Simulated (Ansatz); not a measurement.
Consider Zn₄HO₄ (distorted or defective cell).

```
Zn O H
1.0
     5.60988    0.00000    0.00000
     0.00000    5.60988    0.00000
     0.00000    0.00000    3.27903
Zn O H
4 4 1
Direct
  0.18163 0.18163 0.50000
  0.81837 0.81837 0.50000
  0.68163 0.31837 0.00000
  0.31837 0.68163 0.00000
  0.81847 0.18153 0.50000
  0.18153 0.81847 0.50000
  0.68153 0.68153 0.00000
  0.31847 0.31847 0.00000
  0.99992 0.56837 0.25000
```

Not relaxed (largest force 0.9 eV/Å); computed pressure about 3 GPa in this cell; computed without spin polarisation; PAW files of the earlier set (soft_1).

All numbers below come from DFT PBE, scalar-relativistic, plane waves, PAW in Ansatz 0.2.0.

Question: Predict the valence pseudo-density and electron localisation function between the atoms.

Answer: Zn–H (1.92 Å): the density is about 0.41 e/Å³ at the midpoint; the ELF climbs to about 1 towards the hydrogen.
Zn–O (2.04 Å): ρ is about 0.51 e/Å³ halfway; the ELF peaks at about 0.85 in the valence shell of O, 0.6 Å from its nucleus, and is about 0.20 at the midpoint: no shared electron pair shows on this line.

Question: Does the calculation give a band gap?

Answer: It is metallic or semimetallic at this level of theory: no gap opens.

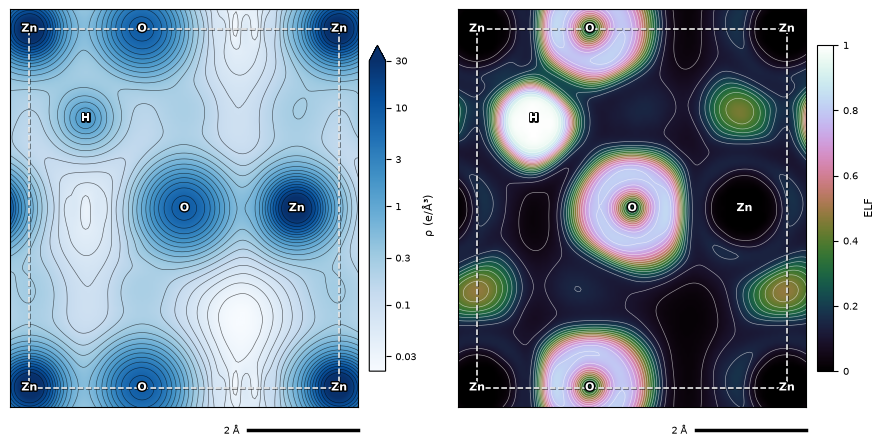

Computed valence pseudo-density and electron localisation function on the (011̄) plane of the calculation cell, in this order. 

The density is the valence pseudo-density of a PAW calculation; it isn't the true density close to the nuclei.
